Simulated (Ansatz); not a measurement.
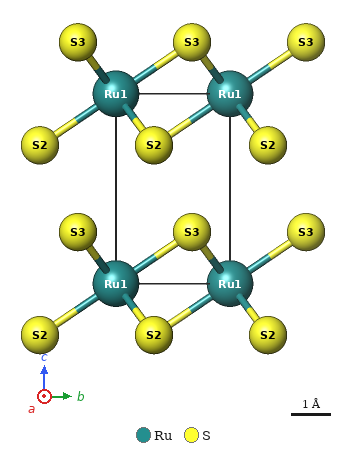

Starting structure of a crystal of RuS2 (a generated structure, set up in P-3m1). Style: ball-and-stick. Shown: the cell of the calculation, along the a axis.

Case: Hf → Ru on all its sites, cell and atoms relaxed.

Method: DFT PBE+D3(BJ), scalar-relativistic, plane waves, PAW in Ansatz 0.2.0.

The input:
```yaml
crystal:
  lattice:
    - [3.3844272821, 0.0, 0.0]
    - [-1.6922136411, 2.9310000036, 0.0]
    - [0.0, 0.0, 4.8765983739]
  atoms:
    - { symbol: Ru, position: [0.0, 0.0, 0.0], spin: 0.38 }
    - { symbol: S, position: [0.6666666667, 0.3333333333, 0.7285751594] }
    - { symbol: S, position: [0.3333333333, 0.6666666667, 0.2714248406] }
basis:
  ecutwfc: 420
kpoints:
  mp_grid: { grid: [12, 12, 10] }
hamiltonian:
  xc: pbe
  dispersion: d3bj
scf:
  occupations: { method: gaussian, width: 0.1 }
output:
  forces: true
  stress: true
  eigenvalues: true
  populations: true
magnetization:
  spin_polarized: true
relax:
  adjacent_minimum: "off"
  f_tol: 0.01
  max_steps: 60
  cell: { stress_tol: 0.1 }
```

Command:
```bash
ansatz run input.yaml --threads 1 --pin off --max-ram 2560MiB --backend cpu --events-out ev --progress --plain --runs-dir out
```

> Predict the outcome.

The energy falls by 0.1 meV per atom in 2 accepted moves (3 points after the start). Largest force component: 0.0075 eV/Å at the start, 0.0025 eV/Å at the end. The pressure goes from 0.05 to 0.01 GPa. At 1 point the geometry stayed and the basis and grid were re-selected for the new cell (energy shift of less than 0.05 meV per atom at most each time). The atoms keep their places relative to the cell (all moves are under 0.005 Å). The volume changes by +0.1 %, with a = b 3.384 → 3.379 Å (−0.2 %), c 4.877 → 4.900 Å (+0.5 %). The space group stays P-3m1 (No. 164). The run took 2.7 min on 1 thread of Intel(R) Xeon(R) Processor @ 2.50GHz (Skylake/Cascade Lake), on a shared host, peak memory 0.55 GiB.
